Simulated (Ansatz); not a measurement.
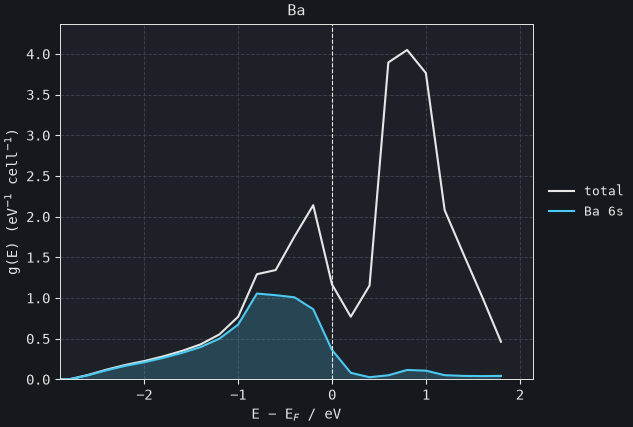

Density of states. Energies are counted from the Fermi level. The partial curves are projected on atomic shells; they sum to less than the total at higher energies, where shells without a projector contribute.

Input of the run:

```
crystal:
  lattice:
    - [-2.5, 2.5, 2.5]
    - [2.5, -2.5, 2.5]
    - [2.5, 2.5, -2.5]
  atoms:
    - { symbol: Ba, position: [0.0, 0.0, 0.0] }
kpoints:
  mp_grid: { grid: [10, 10, 10] }
  band_path:
    path:
      - [0.0, 0.0, 0.0]
      - [0.5, -0.5, 0.5]
      - [0.0, 0.0, 0.5]
      - [0.0, 0.0, 0.0]
      - [0.25, 0.25, 0.25]
      - [0.5, -0.5, 0.5]
      - [0.25, 0.25, 0.25]
      - [0.0, 0.0, 0.5]
    npoints: 8
scf:
  occupations: { method: fermi_dirac, width: 0.05 }
hamiltonian:
  xc: pbe
  pseudopotentials: { kind: all_electron, lapw: { basis_error: 0.0005 } }
output:
  forces: true
  stress: true
  eigenvalues: true
  populations: true
  dos: { projected: true, de: 0.2, e_range: [-14, 8] }
```

Run as:
```bash
ansatz run input.yaml --threads 1 --pin off --max-ram 2048MiB --backend cpu --events-out ev --progress --plain --runs-dir out
```

### What is the density of states at the Fermi level?

It is a metal. The density of states at the Fermi level isn't well fixed here: it changes fast, and within 0.3 eV it runs from 0.77 to 2.1 per eV and cell.

The run has no spin polarisation, and a density of states this high at the Fermi level may favour a magnetic state.
